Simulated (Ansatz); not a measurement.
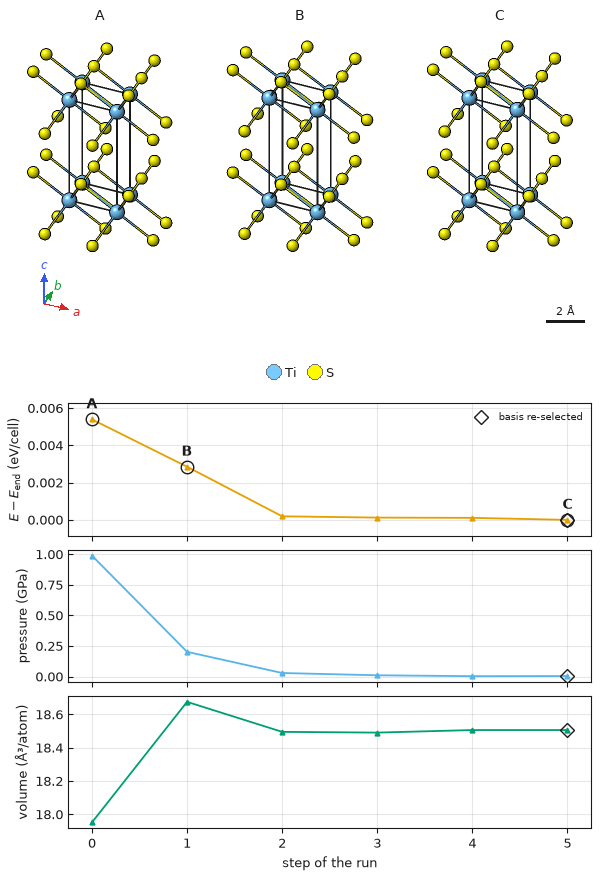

Frames of a relaxation of a crystal of TiS2 (built on the 1T (CdI2) bulk type), marked on the history of the run. A ball-and-stick model of the cell of the calculation, seen from a free direction.

Computed with DFT, PBE-D4, plane waves, PAW in Ansatz 0.2.0.

The input:
```yaml
crystal:
  lattice:
    - [3.3609839469, 0.0, 0.0]
    - [-1.6804919734, 2.9106974797, 0.0]
    - [0.0, 0.0, 5.5050853597]
  atoms:
    - { symbol: Ti, position: [0.0, 0.0, 0.0] }
    - { symbol: S, position: [0.3333333333, 0.6666666667, 0.259305356] }
    - { symbol: S, position: [0.6666666667, 0.3333333333, 0.740694644] }
kpoints:
  mp_grid: { grid: [12, 12, 4] }
hamiltonian:
  xc: pbe
  dispersion: d4
scf:
  occupations: { method: fermi_dirac, width: 0.02 }
relax:
  f_tol: 0.005
  cell: {}
output:
  write_density: true
  write_potential: true
  elf: true
  volumetric_format: npy
```

Command:
```bash
ansatz run input.yaml --threads 4 --pin off --max-ram 7372MiB --backend cpu --events-out ev --progress --plain --runs-dir out
```

> Describe the path.

After 4 accepted moves (5 points after the start) the energy has fallen by 5.4 meV per cell of the calculation. Largest force component: 0.031 eV/Å at the start, 0.0017 eV/Å at the end. The pressure goes from 0.99 to 0.00 GPa. The SCF was repeated once at an unchanged geometry on a basis and grid sized afresh for the cell, which shifted the energy by 0.1 meV per cell of the calculation at most. The largest moves relative to the cell, 0.034 Å, are those of S2 and S3. S3 goes along +c. Ti stays in place. Cell: a = b 3.361 → 3.378 Å (+0.5 %), c 5.505 → 5.619 Å (+2.1 %). Volume +3.1 %. Near-neighbour distances that change, for instance: Ti1–S2 2.409 → 2.414 Å. The space group stays P-3m1 (No. 164). The run took 7.4 s on 4 threads of Intel(R) Xeon(R) Platinum 8259CL CPU @ 2.50GHz (Skylake/Cascade Lake), with other jobs on the host, peak memory 0.47 GiB. From step 0 to 1: S atoms move most (0.05 Å), volume +4.0 %, energy −2.5 meV per cell of the calculation. From step 1 to 5: S atoms move most (0.02 Å), volume −0.9 %, energy −2.9 meV per cell of the calculation.

```json
{"step": "0", "E − E(0), meV/atom": "0.00", "largest force component, eV/Å": "0.0313", "pressure, GPa": "0.99", "volume, Å³/atom": "17.952", "note": ""}
{"step": "1", "E − E(0), meV/atom": "-0.85", "largest force component, eV/Å": "0.1440", "pressure, GPa": "0.20", "volume, Å³/atom": "18.676", "note": ""}
{"step": "2", "E − E(0), meV/atom": "-1.74", "largest force component, eV/Å": "0.0160", "pressure, GPa": "0.03", "volume, Å³/atom": "18.496", "note": ""}
{"step": "3", "E − E(0), meV/atom": "-1.76", "largest force component, eV/Å": "0.0007", "pressure, GPa": "0.01", "volume, Å³/atom": "18.491", "note": ""}
{"step": "4", "E − E(0), meV/atom": "-1.76", "largest force component, eV/Å": "0.0017", "pressure, GPa": "0.00", "volume, Å³/atom": "18.507", "note": ""}
{"step": "5", "E − E(0), meV/atom": "-1.80", "largest force component, eV/Å": "0.0017", "pressure, GPa": "0.00", "volume, Å³/atom": "18.507", "note": "same geometry, new basis"}
```
